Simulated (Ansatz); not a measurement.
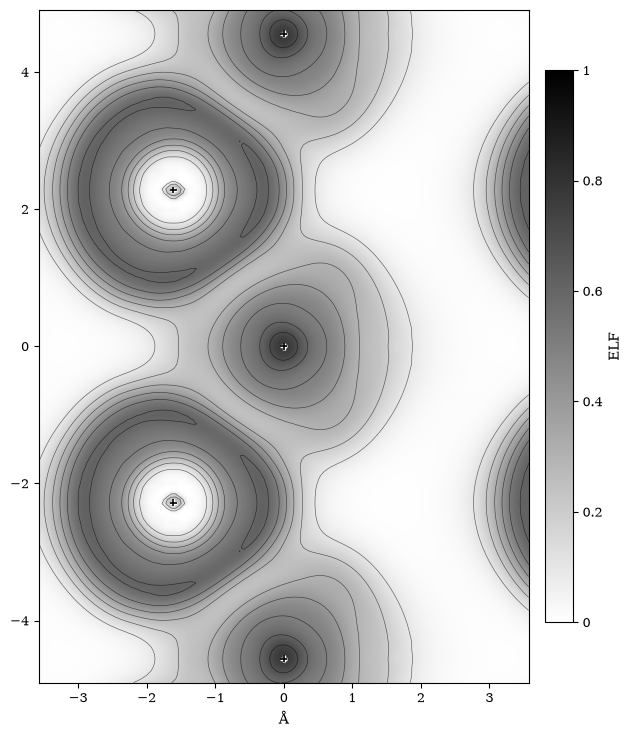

The ELF on a plane through atoms (crosses mark nuclei in the plane).

These are results of Ansatz, DFT PBEsol, scalar-relativistic, plane waves, PAW, not measurements.

Candidates:
A. Al$_{2}$Cu, a = 2.85 Å, b = 4.08 Å, c = 12.10 Å, α = 90.00°, β = 90.00°, γ = 90.00°. Space group Pmm2; a structure from a database of computed crystals, not necessarily the ambient phase; not relaxed (largest force 1.0 eV/Å); computed without spin polarisation.
B. HgTe, a = 6.45 Å, b = 6.45 Å, c = 6.45 Å, α = 90.00°, β = 90.00°, γ = 90.00°. Space group F-43m.
C. Ti$_{2}$C, a = 3.08 Å, b = 3.08 Å, c = 14.44 Å, α = 90.00°, β = 90.00°, γ = 120.00°. Space group R-3m; a structure from a database of computed crystals, not necessarily the ambient phase; computed pressure about −5 GPa in this cell; computed without spin polarisation.

Q: Which candidate gave the map?

A: Candidate B: HgTe on the (101) plane of the conventional cell, which holds Hg and Te. Hg–Te (2.79 Å): the ELF is about 0.40 at the midpoint and 0.25 at its lowest between the atoms: no localised pair shows between them.
